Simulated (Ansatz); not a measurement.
Start from this file.

```
B N
1.0
     3.76827   -6.52684    0.00000
    -7.53654    0.00000    0.00000
     0.00000    0.00000   -8.34316
B N
19 18
Direct
  0.01214 0.03119 0.43311
  0.67874 0.03094 0.43351
  0.34556 0.03118 0.43296
  0.01206 0.69762 0.43480
  0.67829 0.69748 0.43206
  0.34569 0.69747 0.43199
  0.01224 0.36432 0.43277
  0.67859 0.36431 0.43266
  0.34561 0.36471 0.43302
  0.11132 0.88896 0.99908
  0.77782 0.88895 0.99373
  0.44485 0.88898 0.99369
  0.11314 0.55828 0.99112
  0.77883 0.55826 0.99104
  0.44951 0.56532 0.95205
  0.10494 0.21839 0.99219
  0.77805 0.22235 0.99006
  0.44719 0.21842 0.99215
  0.36141 0.39007 0.78932
  0.00000 0.00000 0.00000
  0.66755 0.00138 0.99055
  0.33370 0.00002 0.99980
  0.00060 0.66751 0.99692
  0.67035 0.66974 0.98647
  0.33311 0.66976 0.98655
  0.00073 0.33413 0.98876
  0.66711 0.33411 0.98866
  0.33134 0.32900 0.97544
  0.12322 0.91991 0.43434
  0.78988 0.91992 0.43349
  0.45655 0.91991 0.43337
  0.12323 0.58656 0.43392
  0.78984 0.58655 0.43384
  0.45668 0.58687 0.42770
  0.12299 0.25315 0.42965
  0.78989 0.25325 0.43349
  0.45667 0.25313 0.42938
```

Q: Work out the structure from the coordinates.

A: This is B$_{19}$N$_{18}$. Apart from translations it has no symmetry (space group P1). With Z = 1, the cell contains 19 B, 18 N. The bonds build BN and B10N9 layers parallel to (001).

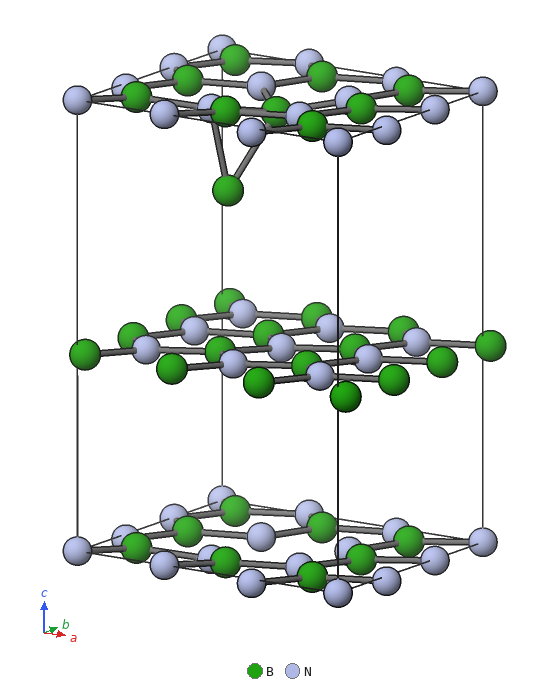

Shown here is a ball-and-stick view of the crystal, taken slightly off an axis. The lines enclose the simulation cell; boundary atoms appear with their images. Colours: boron green, nitrogen light blue.

Its origin is a structure listed in the Materials Project, repeated into a supercell with a point defect put in. The atoms were relaxed in a fixed cell with DFT PBE, scalar-relativistic, plane waves, PAW in Ansatz.
